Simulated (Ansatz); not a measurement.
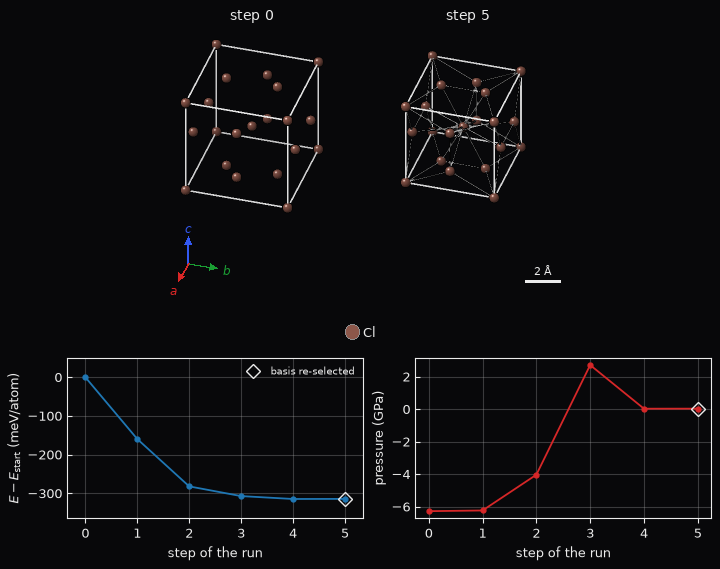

First and last geometry of a relaxation of a crystal of Cl (built on the beta-tungsten (A15)_223 type) (coarse preliminary run), with the history of the run. Style: ball-and-stick. Shown: the cell of the calculation, from a free direction.

Case: beta-tungsten (A15) type (Pm-3n, No. 223).

The calculation used Ansatz 0.2.0, DFT PBEsol, scalar-relativistic, plane waves, PAW.

The input:
```yaml
crystal:
  lattice:
    - [6.1325604359, 0.0, 0.0]
    - [0.0, 6.1325604359, 0.0]
    - [0.0, 0.0, 6.1325604359]
  atoms:
    - { symbol: Cl, position: [0.5, 0.5, 0.5] }
    - { symbol: Cl, position: [0.0, 0.0, 0.0] }
    - { symbol: Cl, position: [0.25, 0.0, 0.5] }
    - { symbol: Cl, position: [0.5, 0.25, 0.0] }
    - { symbol: Cl, position: [0.5, 0.75, 0.0] }
    - { symbol: Cl, position: [0.75, 0.0, 0.5] }
    - { symbol: Cl, position: [0.0, 0.5, 0.75] }
    - { symbol: Cl, position: [0.0, 0.5, 0.25] }
basis:
  ecutwfc: 420
kpoints:
  mp_grid: { grid: [4, 4, 4] }
hamiltonian:
  xc: pbesol
scf:
  occupations: { method: gaussian, width: 0.1 }
  lower_state_search: "off"
output:
  forces: true
  stress: true
  eigenvalues: true
relax:
  adjacent_minimum: "off"
  f_tol: 0.04
  max_steps: 70
  cell: { stress_tol: 0.4 }
```

> Read the history and describe the run.

It converged. After 4 accepted moves (5 points after the start) the energy has fallen by 314 meV per atom. All forces vanish by symmetry, so only the cell relaxes. The pressure goes from −6.27 to 0.04 GPa. At 1 point the geometry stayed and the basis and grid were re-selected for the new cell (energy shift of 0.2 meV per atom at most each time). No atom moves by more than 0.005 Å relative to the cell. The drawn cell changes as follows: a = b = c 6.133 → 5.326 Å (−13.2 %); the volume changes by −34.5 %. Some distances before and after: Cl1–Cl3 3.428 → 2.977 Å, Cl3–Cl6 3.066 → 2.663 Å. The space group stays Pm-3n (No. 223). The run took of the order of 24 core-seconds on a shared host.

```
step  E − E(0), meV/atom  pressure, GPa  volume, Å³/atom                      note
   0                0.00          -6.27           28.829                          
   1             -159.55          -6.23           24.815                          
   2             -281.90          -4.03           21.192                          
   3             -306.98           2.72           17.967                          
   4             -314.47           0.03           18.884                          
   5             -314.26           0.04           18.884  same geometry, new basis
```
